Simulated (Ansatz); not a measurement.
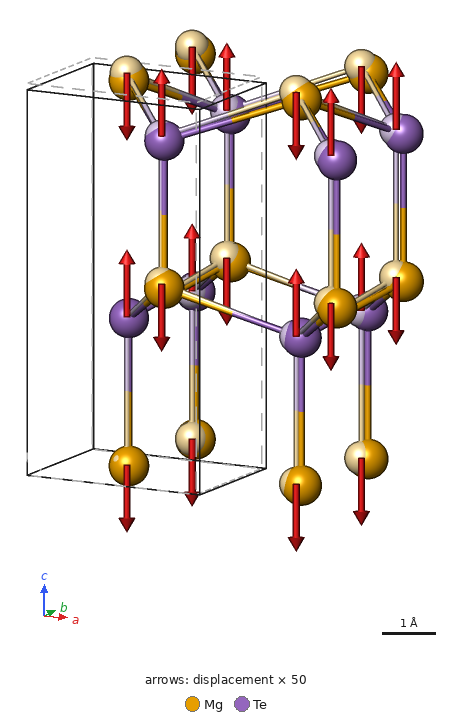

Crystalline MgTe (built on the wurtzite type) at its r2SCAN-relaxed geometry, drawn pale, and a changed version of it, drawn solid. The red arrows show how the atoms are displaced (without the part that the change of the cell carries along), magnified 50 times. A ball-and-stick model of the cell of the calculation, repeated 2 × 2 × 1 with one cell outlined, seen slightly off an axis.

These are results of DFT, PBE, plane waves, PAW in Ansatz 0.2.0, not measurements. Settings: plane-wave cutoff 420 eV; k-point mesh 6 × 6 × 4; occupations fermi dirac; smearing width 0.02 eV; no spin polarisation.

**Describe the change and its computed effect.**

The cell is strained by −1.6 % along c and +2.0 % across it (volume +2.4 %). The atoms and the free axis were relaxed with r2SCAN under that strain, and this is a single point on that geometry. The energy rises by 1.4 meV per atom. The pressure goes from 0.7 to −0.2 GPa. The principal stresses (compression positive) are 0.6 GPa along c and −0.5 GPa across it. The forces stay under 0.01 eV/Å. Some distances before and after: Mg–Te 2.801 → 2.811 to 2.828 Å. The space group stays P6_3mc (No. 186).
